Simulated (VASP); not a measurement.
System: zincblende AlAs, space group F-43m (No. 216), 2 atoms in the primitive cell; cubic a = 5.661 Å. Starting point: PBEsol, VASP PAW PBE potentials, release 64 (Al_GW, As_GW), no spin polarisation, no spin-orbit coupling, 4×4×4 k mesh, 450 eV cutoff, Gaussian smearing of 0.01 eV (VASP 6.6.1). Many-body step: G0W0 with cutoff of the response function 80 eV, empty bands 44, GW iterations 1 and frequency points 50.

In PBEsol the smallest gap over these k points is 1.29 eV, with direct gaps of 1.95 eV at Γ, 2.88 eV at L and 3.49 eV at X.

**What does G0W0 give?**

Over the k points that were corrected, the smallest gap goes from 1.29 eV in PBEsol (Γ to X) to 1.77 eV in G0W0 (Γ to X), a change of +0.48 eV (+38 %). Counted from the valence top, the lowest empty level moves by +0.95 eV at Γ, +0.73 eV at L and +0.48 eV at X; over the 8 points that were corrected the shifts run from +0.48 to +0.95 eV: a spread of 0.47 eV on a mean of 0.66 eV, so one scissor shift doesn't describe this level. The top filled level also moves against the valence top, by −0.17 eV at W. Down to 5.6 eV under the top, the filled levels drop by about 0.03 eV more for each eV of depth, so the valence band is stretched by about 3 %.

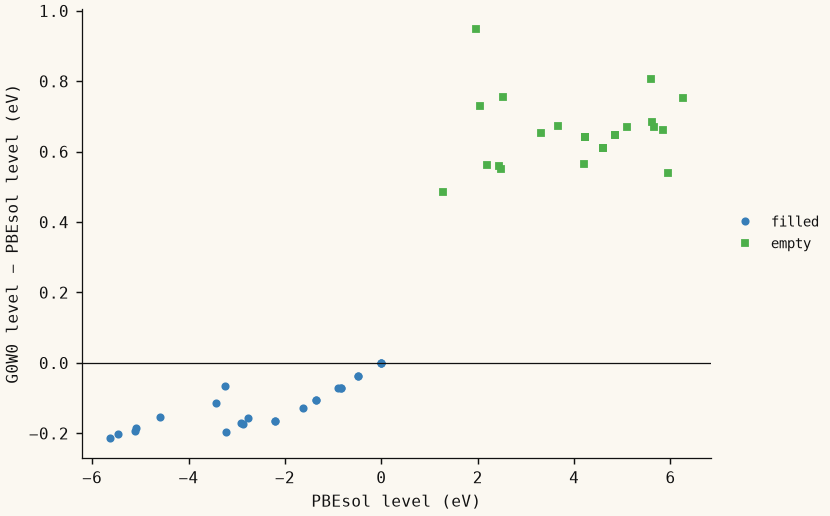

Change of each level from PBEsol to G0W0 against its PBEsol energy, both sets counted from their own valence top. Levels over 8 eV under the top or 5 eV above the conduction bottom aren't drawn.

```csv
k point,PBEsol direct gap (eV),G0W0 direct gap (eV)
Γ,1.95,2.90
L,2.88,3.69
X,3.49,4.14
```

The k mesh is coarse (spacing up to 0.48 Å⁻¹), so the values aren't converged. Bands, screening cutoff and mesh are small and nothing is extrapolated, so the quasiparticle values aren't converged. The PAW data sets were made with another functional. Spin-orbit coupling is left out, which matters for As.
